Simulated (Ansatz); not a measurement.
# Al (interface cell): what the fields show

Input

```
crystal:
  lattice:
    - [2.8394492409, 0.0, 0.0]
    - [-1.4197246205, 2.4590351754, 0.0]
    - [0.0, 0.0, 27.8208071631]
  atoms:
    - { symbol: Al, position: [0.0, 0.0, 0.0] }
    - { symbol: Al, position: [0.3333333333, 0.6666666667, 0.0833333333] }
    - { symbol: Al, position: [0.6666666667, 0.3333333333, 0.1666666667] }
    - { symbol: Al, position: [0.0, 0.0, 0.25] }
    - { symbol: Al, position: [0.3333333333, 0.6666666667, 0.3333333333] }
    - { symbol: Al, position: [0.6666666667, 0.3333333333, 0.4166666667] }
    - { symbol: Al, position: [0.3333333333, 0.6666666667, 0.9166666667] }
    - { symbol: Al, position: [0.6666666667, 0.3333333333, 0.8333333333] }
    - { symbol: Al, position: [0.0, 0.0, 0.75] }
    - { symbol: Al, position: [0.3333333333, 0.6666666667, 0.6666666667] }
    - { symbol: Al, position: [0.6666666667, 0.3333333333, 0.5833333333] }
    - { symbol: Al, position: [0.0, 0.0, 0.5] }
basis:
  ecutwfc: 420
kpoints:
  mp_grid: { grid: [12, 12, 2] }
hamiltonian:
  xc: pbesol
scf:
  occupations: { method: gaussian, width: 0.1 }
output:
  forces: true
  stress: true
  eigenvalues: true
  populations: true
  write_density: true
  write_potential: true
  elf: true
  volumetric_format: npy
relax:
  adjacent_minimum: "off"
  f_tol: 0.02
  max_steps: 60
  cell: { fix: [a, b, alpha, beta, gamma], stress_tol: 0.1 }
```

Run with:

```sh
ansatz run input.yaml --threads 4 --pin off --max-ram 12288MiB --backend cpu --events-out ev --progress --plain --runs-dir out
```

The fields are those of the relaxed geometry.

These are results of Ansatz, DFT PBEsol, scalar-relativistic, plane waves, PAW, not measurements.

Core electrons are frozen (PAW), and the valence fields are smoothed inside the atomic spheres.

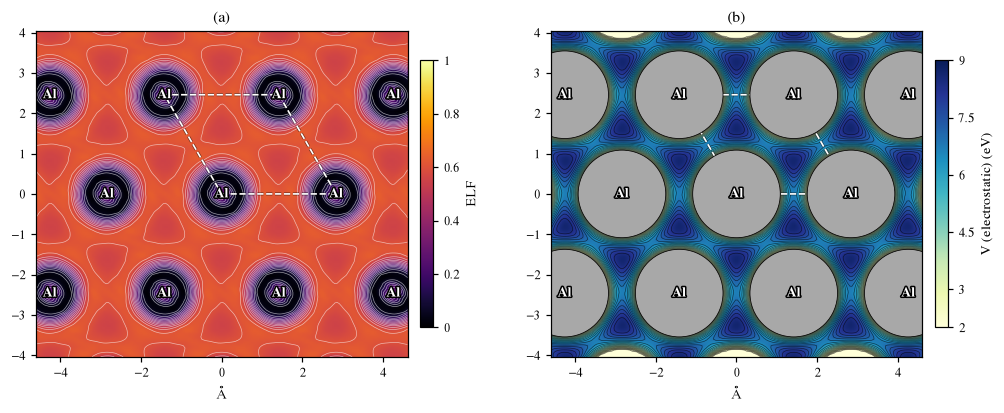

Figure 1. (a) electron localisation function; (b) electrostatic potential energy of an electron on the (001) plane of the calculation cell. Grey discs cover the atomic cores in the potential map.

**Describe what can be read from this map.**

The plane passes through Al nuclei. Al–Al (2.84 Å): the ELF peaks at about 0.65 between the atoms. Outside the cores the potential energy rises away from the atoms and is highest about 1.6 Å from the nearest atoms; its zero is arbitrary.

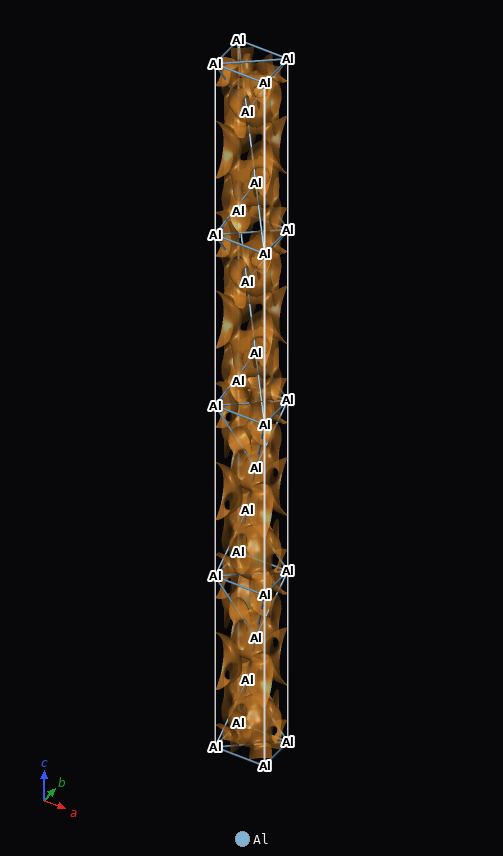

Figure 2. Isosurface of the ELF at 0.55 (orange), seen slightly off an axis. Core shells and regions of very low density are left out. Sticks mark near contacts.

**Where are the electrons localised?**

At this value the surface marks out one network that runs through the whole crystal, counted in one cell of 12 atoms. Any copies at cell faces, edges or corners count once. There are no localised bonds or lone pairs at this value. Along the contacts the grid gives the following. Al–Al (2.82 Å): the ELF peaks at about 0.65 between the atoms.

**Does the calculation give a band gap?**

It is gapless in this calculation (a metal or semimetal).
